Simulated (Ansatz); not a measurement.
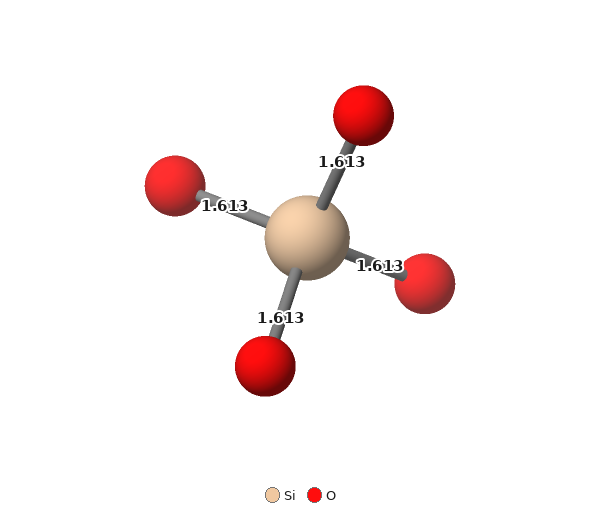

The surroundings of site Si1 (at 0.000, 0.000, 0.000) in SiO$_{2}$ in space group I-42d, with bond lengths in Å.

Origin of the cell: a calculation's input that goes back to an entry of the Crystallography Open Database (an earlier step may have relaxed or displaced it).

```
CELL_PARAMETERS angstrom
4.94393 0.00000 0.00000
0.00000 4.94393 0.00000
0.00000 0.00000 7.31569
ATOMIC_POSITIONS crystal
Si 0.00000 0.00000 0.00000
Si 0.00000 0.50000 0.25000
O 0.25000 0.59836 0.37500
O 0.09836 0.25000 0.12500
O 0.75000 0.40164 0.37500
O 0.90164 0.75000 0.12500
Si 0.50000 0.50000 0.50000
Si 0.50000 0.00000 0.75000
O 0.75000 0.09836 0.87500
O 0.59836 0.75000 0.62500
O 0.25000 0.90164 0.87500
O 0.40164 0.25000 0.62500
```

Bond valence s = exp((R0 − d)/b), R0 fitted to published crystal structures with b = 0.37 Å; R0 in Å: Si4+–O 1.620.

Calculate the bond-valence sum of Si1 from the bonds drawn.

4 × 1.019 = 4.08 v.u., against a formal valence of 4: a close match.

And over the whole structure?

```
site              x, y, z  formal valence  bond-valence sum  difference
 Si1  0.000, 0.000, 0.000              +4              4.11        0.11
  O1  0.250, 0.598, 0.375              −2              2.06        0.06
```

These sums include all anions within 5 Å. The global instability index (root mean square of the differences over all atoms) is 0.08 v.u.: little strain. The cell was not relaxed for this table, and a volume that is off by a few per cent shifts all sums together.
